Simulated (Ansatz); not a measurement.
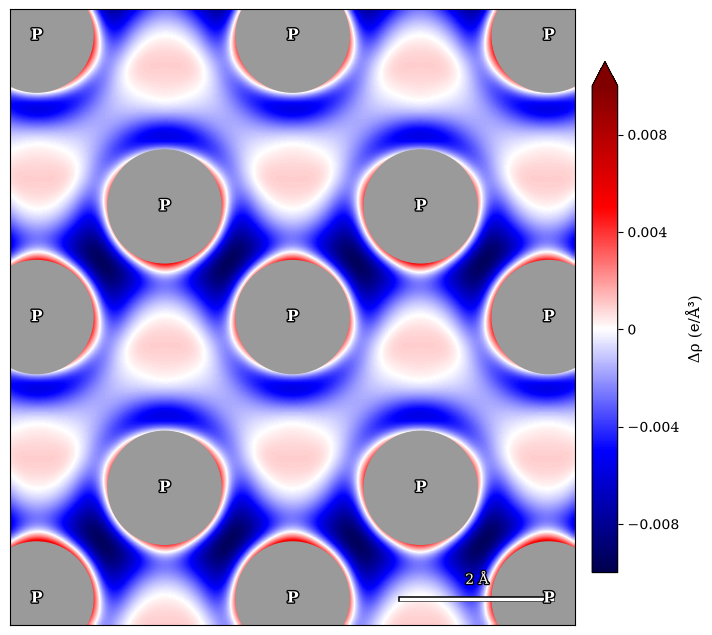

P: difference of two self-consistent densities at the same geometry, ρ(LDA) − ρ(PBE), on the (010) plane of the conventional cell. Grey discs cover the cores, where the PAW densities can't be compared. Cores are masked to 0.8 Å (P).

Space group Imma; not relaxed (largest force 0.4 eV/Å). The cell comes from a database of computed structures, not from a measurement.

Both runs: Ansatz, scalar-relativistic, plane waves and PAW, same cutoff, k-points and PAW files (made with PBE).

```cif
data_structure
_symmetry_space_group_name_H-M 'P 1'
_symmetry_Int_Tables_number 1
_cell_length_a 3.3830
_cell_length_b 5.0303
_cell_length_c 3.7179
_cell_angle_alpha 90.000
_cell_angle_beta 90.000
_cell_angle_gamma 90.000
_cell_volume 63.27
loop_
_atom_site_label
_atom_site_type_symbol
_atom_site_fract_x
_atom_site_fract_y
_atom_site_fract_z
_atom_site_occupancy
P1 P 0.00000 0.75000 0.05331 1
P2 P 0.50000 0.25000 0.55331 1
P3 P 0.00000 0.25000 0.94669 1
P4 P 0.50000 0.75000 0.44669 1
```

### How does the change of level move the electrons?

Against PBE, and outside the masked cores, the largest gain lies at the edge of the masked core of P, and the largest loss, 0.010 e/Å³, lies 1.1 Å from a phosphorus nucleus. At this volume the pressure is 3 GPa with PBE and −2 GPa with LDA.
